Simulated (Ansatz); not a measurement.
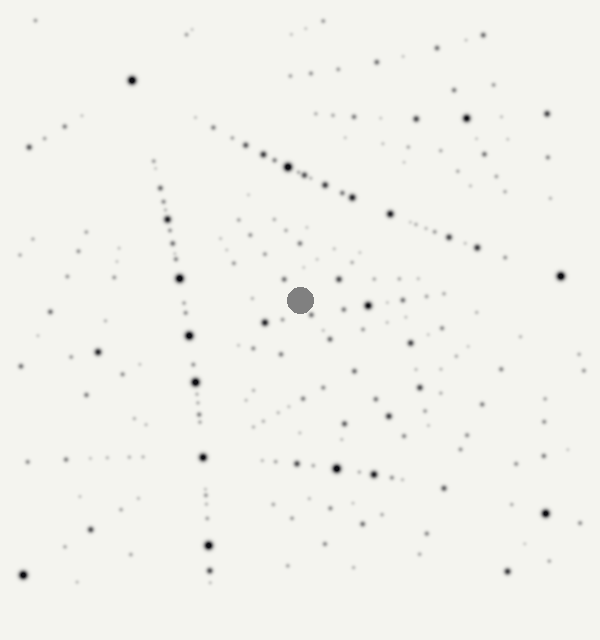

Simulated back-reflection Laue pattern (white X-rays, 0.45 to 2.2 Å, flat plate covering ±45° about the beam, kinematic intensities, seen from the source).

**Which symmetry elements lie along the beam?**

1: no symmetry.

The crystal is B, space group R-3m (No. 166), a = 4.899 Å, c = 12.546 Å (hexagonal axes). Structure: coordinates from a relaxation with DFT PBE, scalar-relativistic, plane waves, PAW in Ansatz 0.2.0.

**Which direction points towards the source?**

[101] or one equivalent to it by a rotation of the Laue group. The opposite direction would give the mirror image. In Laue class -3m no other family of directions with a member of indices 0 and ±1 has this symmetry.
